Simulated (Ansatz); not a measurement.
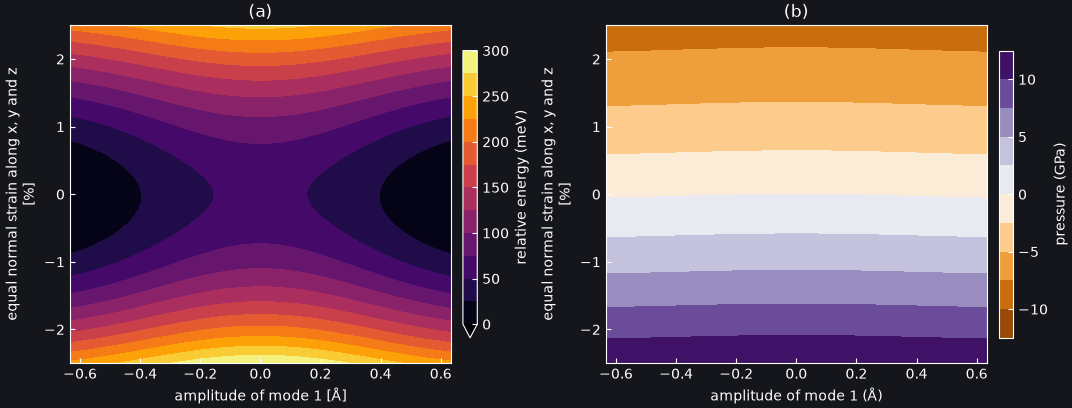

SnO2 (P6_3/mmc, No. 194; 6 atoms in the cell). 
- The energy is mapped over a normal mode and a strain (zone-centre modes of the 6-atom cell of this scan) (x along [1 0 0], y along [1 2 0], z along [0 0 1] of the conventional cell).
- Coordinates scanned: (1) amplitude of mode 1 (21i cm⁻¹), largest displacement in the unstrained cell; (2) equal normal strain along x, y and z.
- Nothing is relaxed (the pattern is fixed in fractional coordinates).
- The grid has 7 × 7 points; 28 points were computed and 21 follow by symmetry.
- Points are written as (first, second).
- Energies are in meV per cell, from the lowest grid point.
- The calculation used Ansatz 0.2.0, DFT PBE+D3(BJ), scalar-relativistic, plane waves, PAW. Settings: cutoff 520 eV, k-mesh 12×12×4 in the order of the run's cell vectors, gaussian smearing 0.05 eV, no spin polarisation.

Panel (a) is the energy; panel (b) is the computed pressure, in GPa.

Drawn: filled contours. Between grid points the surface is interpolated.

### How does the pressure vary over the map, and what is it at the lowest grid point?

It runs from −8.6 GPa at (−0.634 Å, 2.50 %) to 12.3 GPa at (0.000 Å, −2.50 %). At the lowest grid point, (−0.634 Å, 0.00 %), it is −0.2 GPa. That point lies on the edge of the scan.

PAW datasets: the set soft_1.
